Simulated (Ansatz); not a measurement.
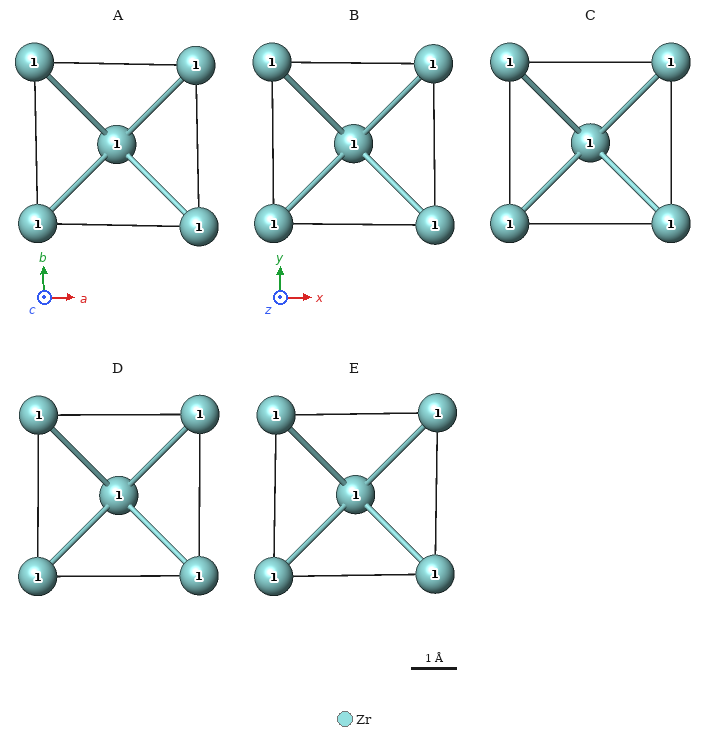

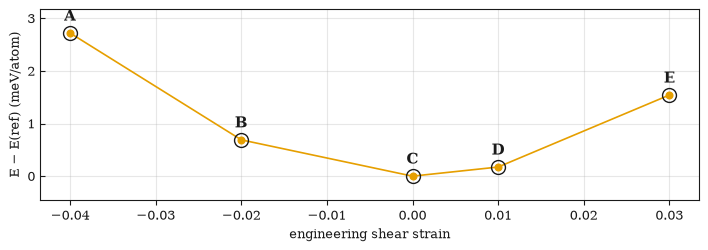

Energy scan for solid Zr (Im-3m), in which the cell is strained in shear in the xy plane, with the atoms kept at their fractional coordinates. x, y and z are the Cartesian axes of the input. The lettered frames are marked on the plot. Style: ball-and-stick. Shown: the conventional cell (2 times the calculation's cell), along the c axis. Lengths and directions refer to the drawn axes.

All numbers below come from DFT PBEsol, scalar-relativistic, plane waves, PAW in Ansatz 0.2.0. Set-up: plane-wave cutoff 420 eV; k-point mesh 18 × 18 × 18; occupations gaussian; smearing width 0.15 eV; no spin polarisation. Energies (free energies at the smearing named) are counted from the cell as listed in its source, which wasn't relaxed.

What does the scan show?

Of the computed points the lowest is at the strain 0.00, 0.00 meV/atom. The unrelaxed reference is under a pressure of −6.8 GPa. The distortion takes the space group from Im-3m to Fmmm. At the strain −0.04 the cell of the drawing goes a 3.620 → 3.621 Å, b 3.620 → 3.621 Å, γ 90.0° → 92.3°.
